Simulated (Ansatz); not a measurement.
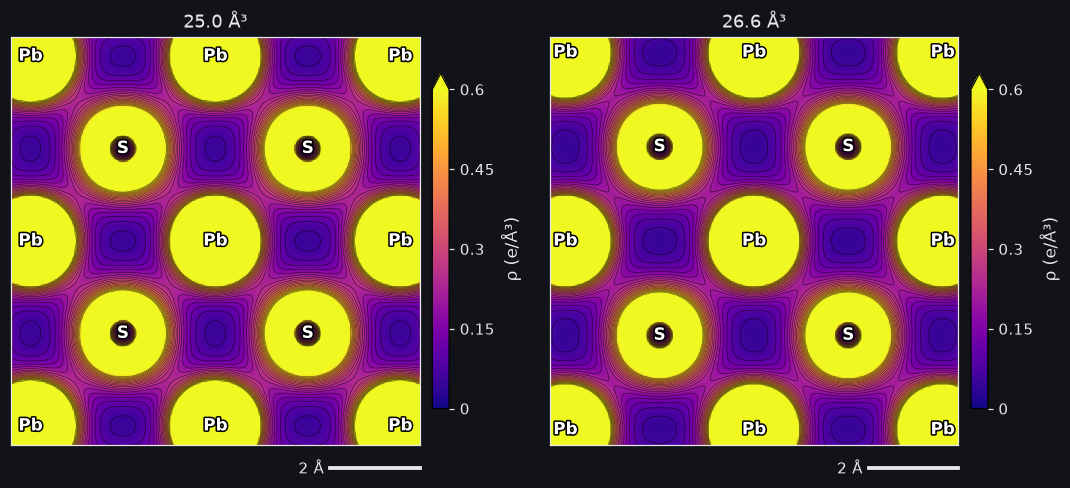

PbS. The valence charge density (pseudo) of cells scaled evenly to different volumes (given per atom above each panel), on the (101) plane of each (indices in the axes of the cell below), at one length scale and on one colour scale.

All numbers below come from Kohn-Sham DFT of a periodic cell, BHLYP, Ansatz PAW (Ansatz 0.2.0).

Core electrons are frozen (PAW), and the valence fields are smoothed inside the atomic spheres.

The largest cell:

```yaml
crystal:
  lattice:
    - [0.00000, 2.98539, 2.98539]
    - [2.98539, 0.00000, 2.98539]
    - [2.98539, 2.98539, 0.00000]
  atoms:
    - { symbol: Pb, position: [0.00000, 0.00000, 0.00000] }
    - { symbol: S, position: [0.50000, 0.50000, 0.50000] }
```

| volume (Å³/atom) | Pb–S contact in the plane (Å) | ρ at its midpoint (e/Å³) | pressure (GPa) | gap on the mesh (eV) | 
| --- | --- | --- | --- | --- |
| 25.04 | 2.926 | 0.236 | 7.1 | 2.55 | 
| 26.09 | 2.966 | ? | ? | ? | 
| 26.61 | 2.985 | 0.213 | 2.6 | 2.83 | 

**Estimate the missing row, and compare with the calculation.**

Over the known rows ln ρ falls by 1.74 per Å of Pb–S distance (the line through the two), which gives 0.220 e/Å³ at 2.966 Å; the calculation gives 0.220 e/Å³. For the pressure, a straight line in volume between the neighbouring rows gives 4.1 GPa; the calculation gives 3.9. For the gap on the mesh, a straight line in volume between the neighbouring rows gives 2.74 eV; the calculation gives 2.75.
